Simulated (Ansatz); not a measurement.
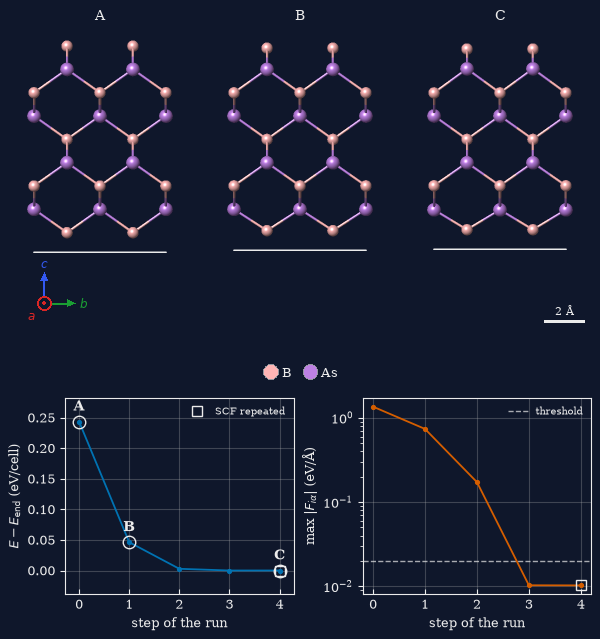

Frames of a relaxation of a slab of composition B$_{5}$As$_{4}$ (cut from the F-43m phase), marked on the history of the run. A ball-and-stick model of the 2 × 2 repeat of the cell, outlined in the plane, without the vacuum, seen along the a axis.

Case: (1 0 0) slab, atoms relaxed. The slab is the (1 0 0) face of BAs.

Theory: DFT PBEsol, scalar-relativistic, plane waves, PAW in Ansatz. (plane-wave cutoff 420 eV; k-point mesh 8 × 8 × 1; occupations gaussian; smearing width 0.05 eV; no spin polarisation; dipole correction; atoms relaxed in a fixed cell; force threshold 0.02 eV/Å; at most 60 steps)

Question: What happens along the run?

Answer: After 3 accepted moves (4 points after the start) the energy has fallen by 0.244 eV per cell of the calculation. Largest force component: 1.4 eV/Å at the start, 0.01 eV/Å at the end. 1 step only repeated the SCF at the same geometry. The largest moves relative to the layer's centre, 0.15 Å, are those of B atoms. By element the largest moves are B 0.15 Å, As 0.03 Å. The cell doesn't change. Near-neighbour distances that change, for instance: As–B 2.065 → 1.968 Å, As–B 2.065 → 2.086 Å, As–B 2.065 → 2.056 Å. Bond angles that change, for instance: As–B–As 109.5° → 117.8°, B–As–B 109.5° → 117.8°. Cost: 5.8 min on 1 thread of Intel(R) Xeon(R) Processor @ 2.50GHz (Skylake/Cascade Lake), on a shared host, peak memory 0.6 GiB. From step 0 to 1: B atoms move most (0.10 Å), energy −0.197 eV per cell of the calculation. From step 1 to 4: B atoms move most (0.05 Å), energy −46.3 meV per cell of the calculation.

```
step  E − E(0), meV/atom  largest force component, eV/Å                         note
   0                0.00                         1.3549                             
   1              -21.92                         0.7378                             
   2              -26.75                         0.1725                             
   3              -27.06                         0.0103                             
   4              -27.06                         0.0103  same geometry, SCF repeated
```
